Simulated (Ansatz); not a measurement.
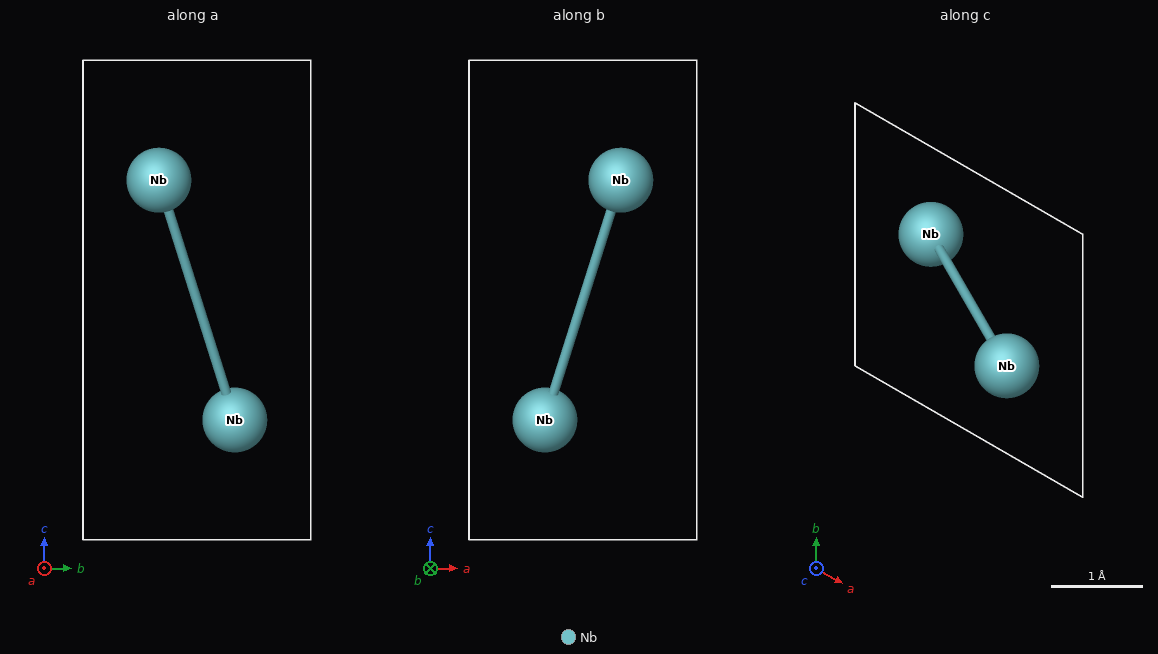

Crystal structure, ball-and-stick style, seen along the a axis, along the b axis and along the c axis. The wireframe shows the conventional unit cell.

Lattice parameters: a = 2.9085 Å, b = 2.9085 Å, c = 5.3041 Å, α = 90.000°, β = 90.000°, γ = 120.000°.

**From the views, write a CIF in P1 with every atom of the cell.**

```cif
data_structure
_symmetry_space_group_name_H-M 'P 1'
_symmetry_Int_Tables_number 1
_cell_length_a 2.9085
_cell_length_b 2.9085
_cell_length_c 5.3041
_cell_angle_alpha 90.000
_cell_angle_beta 90.000
_cell_angle_gamma 120.000
_cell_volume 38.86
loop_
_atom_site_label
_atom_site_type_symbol
_atom_site_fract_x
_atom_site_fract_y
_atom_site_fract_z
_atom_site_occupancy
Nb1 Nb 0.3333 0.6667 0.2500 1
Nb2 Nb 0.6667 0.3333 0.7500 1
```

The initial geometry was a structure type filled with this element by a generator (whether the element takes this form wasn't checked). Earlier steps of the study may have refined or changed the cell and positions. Ansatz was used for an electronic-structure calculation on it.

At this level of theory the cell isn't at rest (stretched, at -6 GPa), so its distances can differ from those at equilibrium, the more so the softer the solid.
